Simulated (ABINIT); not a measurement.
Run report: TiAl, geometry relaxation (part 1 of 2)

The run: geometry relaxation of TiAl (Pm-3m, 2 atoms in the cell). Method and program: Kohn-Sham DFT of a periodic cell, PBEsol, PseudoDojo NC SR PBEsol v0.4.1 standard, no spin polarisation (ABINIT 10.8.3).

The structure derives from a Materials Project entry.

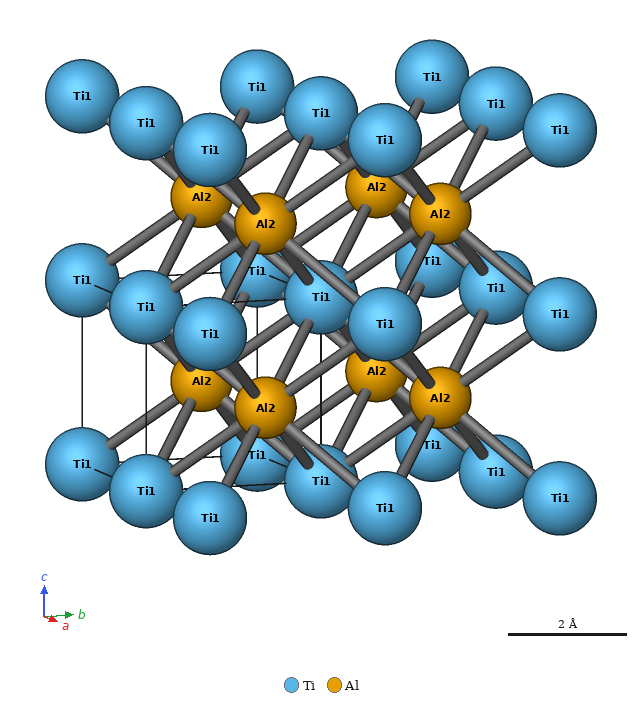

*The input geometry (ball-and-stick view of the cell of the calculation, repeated 2 × 2 × 2, seen slightly off an axis; atoms are numbered from 1 in the order of the input). An atom can appear more than once, as a periodic image.*

Key numbers:

```csv
quantity,value
outcome,converged
space group (tolerance 0.01 Å),Pm-3m (221)
electrons treated,15
free energy,−1677.3404 eV
Fermi energy,9.699 eV
gap on the k-point mesh,none (metallic)
pressure,0.00 GPa
final volume,31.39 Å³
largest force (length of the vector) at the end,under 0.001 eV/Å
final cell,"a = 3.154 Å, b = 3.154 Å, c = 3.154 Å, α = 90.00°, β = 90.00°, γ = 90.00°"
hardware,"4 threads of Arm Neoverse V2, 24 GiB of memory available, shared host"
wall time,26 s (CPU time 1.7 min)
peak memory,0.32 GiB
```

Input:
```
# Pseudopotentials
pp_dirpath "./"
pseudos "Ti.upf, Al.upf"

# Structure
acell 3*1.0 Angstrom
rprim
     3.1790640000     0.0000000000     0.0000000000
     0.0000000000     3.1790640000     0.0000000000
     0.0000000000     0.0000000000     3.1790640000
ntypat 2
znucl 22 13
natom 2
typat 1 2
chkprim 0
chksymtnons 0
tolsym 1.0e-6
xred
            0.0            0.0            0.0
            1/2            1/2            1/2

# Plane-wave basis
ecut 42.0
ecutsm 0.5

# k points
kptopt 1
ngkpt 6 6 6
nshiftk 1
shiftk 0.0 0.0 0.0

# Exchange and correlation
ixc -116133

# Bands and occupations
nband 12
occopt 3
tsmear 0.00183747

# SCF cycle
nstep 80
tolvrs 1.0e-12

# Output
iomode 3
prteig 0
prtebands 0
prtwf 0
prtden 0

# Relaxation
ionmov 2
optcell 2
ntime 50
tolmxf 2.0e-5
dilatmx 1.08
```

Command:
```bash
mpirun --bind-to none -np 4 abinit run.abi > log 2>&1
```

Output:
```
.Version 10.8.3 of ABINIT
 Symmetries : space group Pm -3 m (#221); Bravais cP (primitive cubic)
================================================================================
 Values of the parameters that define the memory need of the present run
     intxc =       0    ionmov =       2      iscf =       7    lmnmax =       6
     lnmax =       6     mgfft =      40  mpssoang =       3    mqgrid =    3001
     natom =       2  nloc_mem =       1    nspden =       1   nspinor =       1
    nsppol =       1      nsym =      48    n1xccc =    2501    ntypat =       2
    occopt =       3   xclevel =       2
       mpw =        3596          nfft =       64000          nkpt =          20
================================================================================
================================================================================

--------------------------------------------------------------------------------
------------- Echo of variables that govern the present computation ------------
--------------------------------------------------------------------------------
 -outvars: echo values of preprocessed input variables --------
            acell      1.8897261259E+00  1.8897261259E+00  1.8897261259E+00 Bohr
              amu      4.78800000E+01  2.69815390E+01
          chkprim           0
      chksymtnons           0
          dilatmx      1.08000000E+00
             ecut      4.20000000E+01 Hartree
           ecutsm      5.00000000E-01 Hartree
           ionmov           2
              ixc     -116133
         kptrlatt        6    0    0      0    6    0      0    0    6
          kptrlen      3.60453618E+01
            natom           2
            nband          12
            ngfft          40      40      40
             nkpt          20
            nstep          80
             nsym          48
            ntime          50
           ntypat           2
           occopt           3
          optcell           2
           prtden           0
        prtebands           0
           prteig           0
            prtwf           0
            rprim      3.1790640000E+00  0.0000000000E+00  0.0000000000E+00
                       0.0000000000E+00  3.1790640000E+00  0.0000000000E+00
                       0.0000000000E+00  0.0000000000E+00  3.1790640000E+00
          spgroup         221
           tolmxf      2.00000000E-05
           tolsym      1.00000000E-06
           tolvrs      1.00000000E-12
           tsmear      1.83747000E-03 Hartree
            typat      1  2
           xangst      0.0000000000E+00  0.0000000000E+00  0.0000000000E+00
                       1.5895320000E+00  1.5895320000E+00  1.5895320000E+00
            xcart      0.0000000000E+00  0.0000000000E+00  0.0000000000E+00
                       3.0037801484E+00  3.0037801484E+00  3.0037801484E+00
             xred      0.0000000000E+00  0.0000000000E+00  0.0000000000E+00
                       5.0000000000E-01  5.0000000000E-01  5.0000000000E-01
            znucl       22.00000   13.00000

================================================================================

 chkinp: Checking input parameters for consistency.

================================================================================
== DATASET  1 ==================================================================

--- !DatasetInfo
iteration_state: {dtset: 1, }
dimensions: {natom: 2, nkpt: 20, mband: 12, nsppol: 1, nspinor: 1, nspden: 1, mpw: 3596, }
cutoff_energies: {ecut:  42.0, pawecutdg:  -1.0, }
electrons: {nelect:   1.50000000E+01, charge:   0.00000000E+00, occopt:   3.00000000E+00, tsmear:   1.83747000E-03, }
meta: {optdriver: 0, ionmov: 2, optcell: 2, iscf: 7, paral_kgb: 0, }
...

 Real(R)+Recip(G) space primitive vectors, cartesian coordinates (Bohr,Bohr^-1):
 R(1)=  6.0075603  0.0000000  0.0000000  G(1)=  0.1664569  0.0000000  0.0000000
 R(2)=  0.0000000  6.0075603  0.0000000  G(2)=  0.0000000  0.1664569  0.0000000
 R(3)=  0.0000000  0.0000000  6.0075603  G(3)=  0.0000000  0.0000000  0.1664569
 Unit cell volume ucvol=  2.1681754E+02 bohr^3
 Angles (23,13,12)=  9.00000000E+01  9.00000000E+01  9.00000000E+01 degrees

 getcut: wavevector=  0.0000  0.0000  0.0000  ngfft=  40  40  40
         ecut(hartree)=     48.989   => boxcut(ratio)=   2.11324

--- Pseudopotential description ------------------------------------------------
- pspini: atom type   1  psp file is ./Ti.upf
  22.00000  12.00000  180301                  znucl, zion, pspdat
12 -116133 2 -1 1586                          pspcod,pspxc,lmax,lloc,mmax
     nproj     2     2     2

- pspini: atom type   2  psp file is ./Al.upf
  13.00000   3.00000  180301                  znucl, zion, pspdat
12 -116133 2 -1 1876                          pspcod,pspxc,lmax,lloc,mmax
     nproj     2     2     2

   2.31814420E+02                                ecore*ucvol(ha*bohr**3)
--------------------------------------------------------------------------------

================================================================================

=== [ionmov= 2] Broyden-Fletcher-Goldfarb-Shanno method (forces)
================================================================================

--- Iteration: ( 1/50) Internal Cycle: (1/1)
--------------------------------------------------------------------------------

---SELF-CONSISTENT-FIELD CONVERGENCE--------------------------------------------

--- !BeginCycle
iteration_state: {dtset: 1, itime: 1, icycle: 1, }
solver: {iscf: 7, nstep: 80, nline: 4, wfoptalg: 0, }
tolerances: {tolvrs: 1.00E-12, }
...

     iter   Etot(hartree)      deltaE(h)  residm     vres2
 ETOT  1  -61.553218647740    -6.155E+01 1.285E-01 1.208E+02
 ETOT  2  -61.556117106604    -2.898E-03 7.975E-02 5.330E+02
 ETOT  3  -61.637765137056    -8.165E-02 2.030E-02 2.176E+01
 ETOT  4  -61.640796241295    -3.031E-03 4.935E-03 6.664E-01
 ETOT  5  -61.640877814227    -8.157E-05 3.708E-03 9.269E-02
 ETOT  6  -61.640891874304    -1.406E-05 1.121E-03 7.596E-04
 ETOT  7  -61.640892012299    -1.380E-07 7.603E-04 7.330E-07
 ETOT  8  -61.640892014002    -1.703E-09 4.018E-04 6.629E-07
 ETOT  9  -61.640892014212    -2.103E-10 2.630E-04 2.318E-08
 ETOT 10  -61.640892014221    -8.917E-12 1.321E-04 1.226E-09
 ETOT 11  -61.640892014226    -4.306E-12 8.668E-05 7.908E-12
 ETOT 12  -61.640892014219     6.239E-12 4.248E-05 1.150E-12
 ETOT 13  -61.640892014224    -4.789E-12 2.817E-05 6.627E-13

 At SCF step   13       vres2   =  6.63E-13 < tolvrs=  1.00E-12 =>converged.

 Cartesian components of stress tensor (hartree/bohr^3)
  sigma(1 1)=  9.04400644E-05  sigma(3 2)=  0.00000000E+00
  sigma(2 2)=  9.04400644E-05  sigma(3 1)=  0.00000000E+00
  sigma(3 3)=  9.04400644E-05  sigma(2 1)=  0.00000000E+00

--- !ResultsGS
iteration_state: {dtset: 1, itime: 1, icycle: 1, }
comment   : Summary of ground state results
lattice_vectors:
- [  6.0075603,   0.0000000,   0.0000000, ]
- [  0.0000000,   6.0075603,   0.0000000, ]
- [  0.0000000,   0.0000000,   6.0075603, ]
lattice_lengths: [   6.00756,    6.00756,    6.00756, ]
lattice_angles: [ 90.000,  90.000,  90.000, ] # degrees, (23, 13, 12)
lattice_volume:   2.1681754E+02
convergence: {deltae: -4.789E-12, res2:  6.627E-13, residm:  2.817E-05, diffor: null, }
etotal    :  -6.16408920E+01
entropy   :   0.00000000E+00
fermie    :   3.46699637E-01
cartesian_stress_tensor: # hartree/bohr^3
- [  9.04400644E-05,   0.00000000E+00,   0.00000000E+00, ]
- [  0.00000000E+00,   9.04400644E-05,   0.00000000E+00, ]
- [  0.00000000E+00,   0.00000000E+00,   9.04400644E-05, ]
pressure_GPa:  -2.6608E+00
xred      :
- [  0.0000E+00,   0.0000E+00,   0.0000E+00, Ti]
- [  5.0000E-01,   5.0000E-01,   5.0000E-01, Al]
cartesian_forces: # hartree/bohr
- [ -0.00000000E+00,  -0.00000000E+00,  -0.00000000E+00, ]
- [ -0.00000000E+00,  -0.00000000E+00,  -0.00000000E+00, ]
force_length_stats: {min:   0.00000000E+00, max:   0.00000000E+00, mean:   0.00000000E+00, }
...

 Integrated electronic density in atomic spheres:
 ------------------------------------------------
 Atom  Sphere_radius  Integrated_density
    1        2.00000          9.53739683
    2        2.00000          0.92824625

---OUTPUT-----------------------------------------------------------------------

 Cartesian coordinates (xcart) [bohr]
  0.00000000000000E+00  0.00000000000000E+00  0.00000000000000E+00
  3.00378014836645E+00  3.00378014836645E+00  3.00378014836645E+00
 Reduced coordinates (xred)
  0.00000000000000E+00  0.00000000000000E+00  0.00000000000000E+00
  5.00000000000000E-01  5.00000000000000E-01  5.00000000000000E-01
 Cartesian forces (fcart) [Ha/bohr]; max,rms= 0.00000E+00 0.00000E+00 (free atoms)
 -0.00000000000000E+00 -0.00000000000000E+00 -0.00000000000000E+00
 -0.00000000000000E+00 -0.00000000000000E+00 -0.00000000000000E+00
 Gradient of E wrt nuclear positions in reduced coordinates (gred)
  0.00000000000000E+00  0.00000000000000E+00  0.00000000000000E+00
  0.00000000000000E+00  0.00000000000000E+00  0.00000000000000E+00
 Scale of Primitive Cell (acell) [bohr]
  1.88972612590778E+00  1.88972612590778E+00  1.88972612590778E+00
 Real space primitive translations (rprimd) [bohr]
  6.00756029673290E+00  0.00000000000000E+00  0.00000000000000E+00
  0.00000000000000E+00  6.00756029673290E+00  0.00000000000000E+00
  0.00000000000000E+00  0.00000000000000E+00  6.00756029673290E+00
 Unitary Cell Volume (ucvol) [Bohr^3]=  2.16817541324845E+02
 Angles (23,13,12)= [degrees]
  9.00000000000000E+01  9.00000000000000E+01  9.00000000000000E+01
 Lengths [Bohr]
  6.00756029673290E+00  6.00756029673290E+00  6.00756029673290E+00
 Stress tensor in cartesian coordinates (strten) [Ha/bohr^3]
  9.04400643770053E-05  0.00000000000000E+00  0.00000000000000E+00
  0.00000000000000E+00  9.04400643770113E-05  0.00000000000000E+00
  0.00000000000000E+00  0.00000000000000E+00  9.04400643770113E-05
 Total energy (etotal) [Ha]= -6.16408920142242E+01

--- Iteration: ( 2/50) Internal Cycle: (1/1)
--------------------------------------------------------------------------------

---SELF-CONSISTENT-FIELD CONVERGENCE--------------------------------------------

--- !BeginCycle
iteration_state: {dtset: 1, itime: 2, icycle: 1, }
solver: {iscf: 7, nstep: 80, nline: 4, wfoptalg: 0, }
tolerances: {tolvrs: 1.00E-12, }
...

     iter   Etot(hartree)      deltaE(h)  residm     vres2
 ETOT  1  -61.635962043545    -6.164E+01 8.493E-04 3.402E+01
 ETOT  2  -61.631927020748     4.035E-03 1.757E-03 5.595E+01
 ETOT  3  -61.641012442341    -9.085E-03 7.059E-04 3.976E-02
 ETOT  4  -61.641024332826    -1.189E-05 4.958E-05 9.729E-05
 ETOT  5  -61.641024441310    -1.085E-07 5.552E-05 1.275E-06
 ETOT  6  -61.641024445206    -3.895E-09 8.956E-05 6.121E-07
 ETOT  7  -61.641024445571    -3.651E-10 3.677E-05 2.649E-09
 ETOT  8  -61.641024445593    -2.237E-11 8.407E-05 9.649E-11
 ETOT  9  -61.641024445599    -5.798E-12 2.808E-05 2.284E-10
 ETOT 10  -61.641024445591     8.122E-12 7.733E-05 9.223E-14

 At SCF step   10       vres2   =  9.22E-14 < tolvrs=  1.00E-12 =>converged.

 Cartesian components of stress tensor (hartree/bohr^3)
  sigma(1 1)=  5.98201772E-05  sigma(3 2)=  0.00000000E+00
  sigma(2 2)=  5.98201772E-05  sigma(3 1)=  0.00000000E+00
  sigma(3 3)=  5.98201772E-05  sigma(2 1)=  0.00000000E+00

--- !ResultsGS
iteration_state: {dtset: 1, itime: 2, icycle: 1, }
comment   : Summary of ground state results
lattice_vectors:
- [  5.9912606,   0.0000000,   0.0000000, ]
- [  0.0000000,   5.9912606,   0.0000000, ]
- [  0.0000000,   0.0000000,   5.9912606, ]
lattice_lengths: [   5.99126,    5.99126,    5.99126, ]
lattice_angles: [ 90.000,  90.000,  90.000, ] # degrees, (23, 13, 12)
lattice_volume:   2.1505752E+02
convergence: {deltae:  8.122E-12, res2:  9.223E-14, residm:  7.733E-05, diffor: null, }
etotal    :  -6.16410244E+01
entropy   :   0.00000000E+00
fermie    :   3.50083467E-01
cartesian_stress_tensor: # hartree/bohr^3
- [  5.98201772E-05,   0.00000000E+00,   0.00000000E+00, ]
- [  0.00000000E+00,   5.98201772E-05,   0.00000000E+00, ]
- [  0.00000000E+00,   0.00000000E+00,   5.98201772E-05, ]
pressure_GPa:  -1.7600E+00
xred      :
- [  0.0000E+00,   0.0000E+00,   0.0000E+00, Ti]
- [  5.0000E-01,   5.0000E-01,   5.0000E-01, Al]
cartesian_forces: # hartree/bohr
- [ -0.00000000E+00,  -0.00000000E+00,  -0.00000000E+00, ]
- [ -0.00000000E+00,  -0.00000000E+00,  -0.00000000E+00, ]
force_length_stats: {min:   0.00000000E+00, max:   0.00000000E+00, mean:   0.00000000E+00, }
...

 Integrated electronic density in atomic spheres:
 ------------------------------------------------
 Atom  Sphere_radius  Integrated_density
    1        2.00000          9.54458320
    2        2.00000          0.93510952

---OUTPUT-----------------------------------------------------------------------
```
